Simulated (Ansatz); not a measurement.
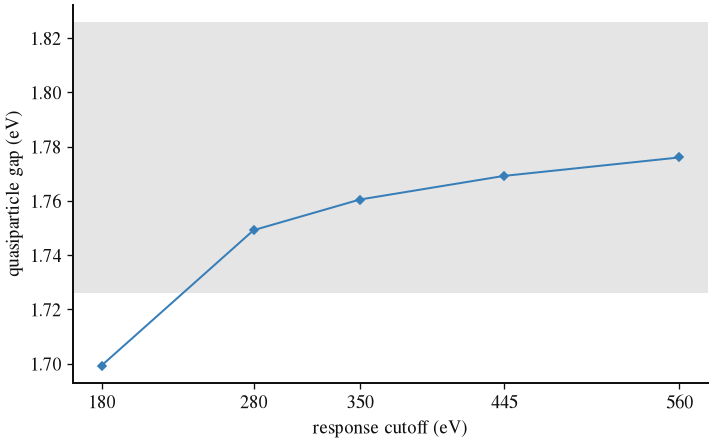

Scan of the response cutoff (empty bands raised with it).
BP (F-43m, 2 atoms in the cell); Ansatz, G0W0@PBE, full frequency by contour deformation, all-electron datasets in plane waves (scalar-relativistic, Gaussian nuclei); cutoff 2970 eV, 2×2×2 k-mesh.
Dashed lines or grey bands mark the tolerance: 0.05 eV.

### What is enough for the quasiparticle gap to 0.05 eV?

The quasiparticle gap is within 0.05 eV of the largest setting's value from 280 eV on. It is 1.70 eV at 180 eV and 1.78 eV at 560 eV. The last step still moves it by 0.007 eV in the same direction, so the limit lies further: extrapolating the last two points as the cutoff to the power −3/2 gives about 1.79 eV, so against that limit 280 eV still holds. On so coarse a k-mesh the values belong to these settings and aren't the crystal's converged gap.
